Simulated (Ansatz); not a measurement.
## Ca (Fm-3m): the states at the Fermi level

```
CELL_PARAMETERS angstrom
0.00000 2.79420 2.79420
2.79420 0.00000 2.79420
2.79420 2.79420 0.00000
ATOMIC_POSITIONS crystal
Ca 0.00000 0.00000 0.00000
```

These are results of DFT PBE, scalar-relativistic, plane waves, PAW; levels and slopes on a dense k mesh at the converged density (Ansatz 0.2.0), not measurements. No spin polarisation. Mesh 34×34×34, interpolated with the band slopes. Unrelaxed database geometry.

### 1. The sheets

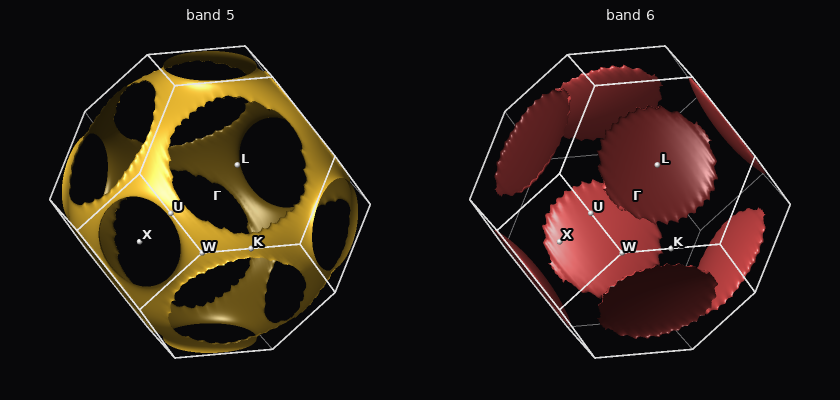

The figure shows the computed Fermi surface of this crystal. Each panel holds one band. The brighter face of a sheet looks towards empty states.

> What does each sheet look like, and where are the electron and hole pockets?

Two bands cross the Fermi level; this is a three-dimensional metal.

Band 5: an open hole network that joins neighbouring zones in all directions (5.4 % of the zone).
Band 6: four electron pockets centred at L (each 1.4 % of the zone).
A pocket cut by a face of the zone is counted once with the part on the opposite face.

### 2. Cuts and bands

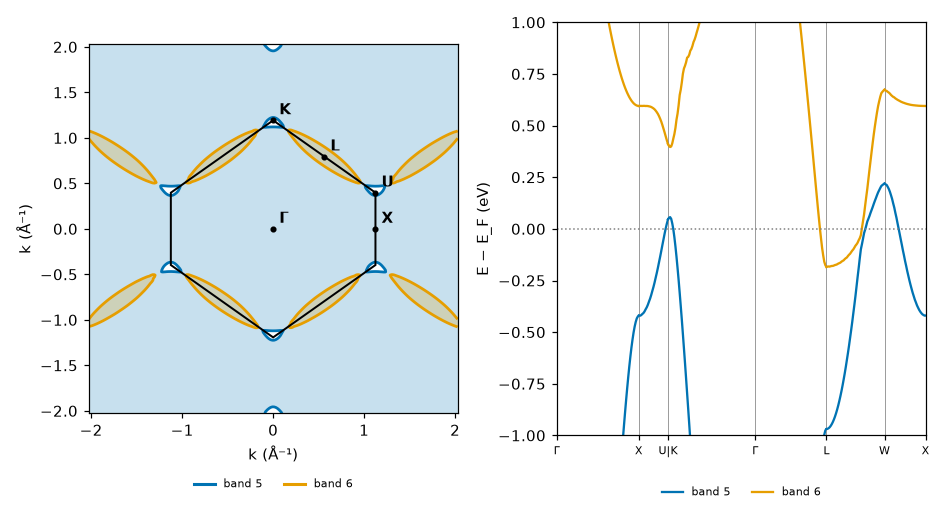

This crystal: cut through the Fermi surface in the plane through Γ, X and L, filled states shaded, and the bands that cross the Fermi level.

> Give each band's level at the labelled points, in eV from the Fermi level.

```csv
band,Γ,X,L
band 5,below,−0.42,−0.97
band 6,above,+0.59,−0.18
```

Negative values are filled states; "above" and "below" lie outside the plotted window.

### 3. Speeds

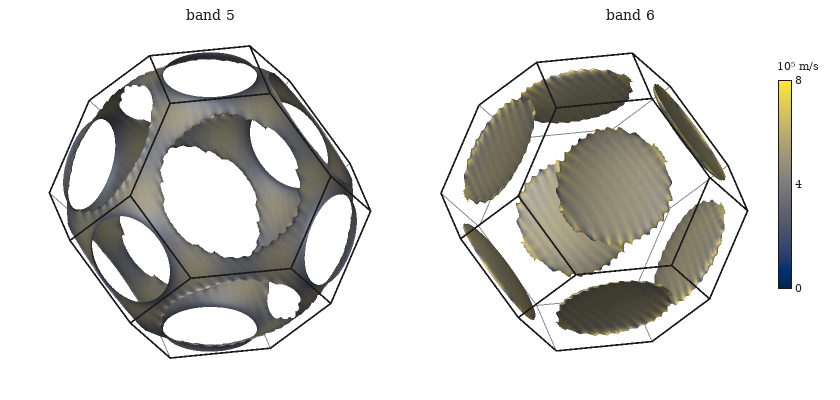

Fermi surface of this crystal, coloured by the Fermi speed.

> How fast are the electrons on each sheet?

Band 5: 2.8 to 5.0 × 10⁵ m/s over most of the sheet, 4.0 × 10⁵ m/s on average over states. Band 6: 3.9 to 6.0 × 10⁵ m/s over most of the sheet, 5.1 × 10⁵ m/s on average over states.

Necks and pockets thinner than about two mesh steps aren't resolved, so separate pockets may in truth be joined.

Time for the whole run: 18 s on 1 thread of Arm Neoverse V1, with other jobs on the host, peak memory 0.5 GiB.
